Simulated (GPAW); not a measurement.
# GaP (F-43m): ε∞ against the local-field cutoff

The size of the dielectric matrix of GaP (F-43m) is raised step by step, on the same bands.

Cell: a, b, c = 3.854, 3.854, 3.854 Å (primitive vectors), 2 atoms.

Method: GPAW 26.7.0, PBE, RPA, k-mesh 11×11×11, Lorentzian half width 0.15 eV.

Launch of the response step: `OMP_NUM_THREADS=1 python df.py`. The series took 87 s in all, its band step included, on 1 thread of Arm Neoverse V1, with other jobs on the host.

| cutoff (eV) | time of the step (s) | ε∞ |
| --- | --- | --- |
| 40 | 5 | 9.8832 |
| 60 | 6 | 9.5747 |
| 100 | 8 | 9.4919 |
| 150 | 14 | ? |

The number of plane waves grows as cutoff^(3/2); a common extrapolation takes the result as linear in its inverse.

Working, on the rows shown:

| x = cutoff^(−3/2) (eV^−3/2) | y = ε∞ |
| --- | --- |
| 0.00395285 | 9.8832 |
| 0.00215166 | 9.5747 |
| 0.001 | 9.4919 |

Means: x̄ = 0.0023682, ȳ = 9.6499. Σ(x − x̄)(y − ȳ) = 0.0006022, Σ(x − x̄)² = 4.430e-06. Slope = 0.0006022 / 4.430e-06 = 135.9; intercept = ȳ − slope · x̄ = 9.328. The line misses the rows shown by at most 0.046.

Problem. Predict the last column of the withheld row from the fit.

Solution. At x = 0.00054433 the line gives y = 9.402. The run gave 9.4830, so the extrapolation is off by 0.081, 20 % of the range in the table. The law describes these rows poorly: it misses even the rows shown by over a tenth of the range.

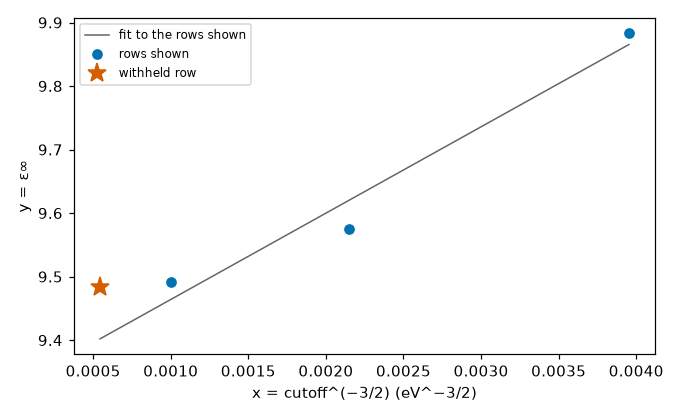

Refitted with all rows, the slope is 119.9 and the intercept 9.3789. The line reaches 9.379 at infinite cutoff, 1.1 % from the last run, while the last two runs differ by 0.09 %. ε∞ moves in steps as shells of reciprocal vectors enter, so the limit is good only to about the larger of these. Excitons are left out; PBE gaps are as a rule too small. The values come from a sum over the points of one k-mesh and carry its error, which grows as the direct gap shrinks. Spin-orbit coupling is left out.
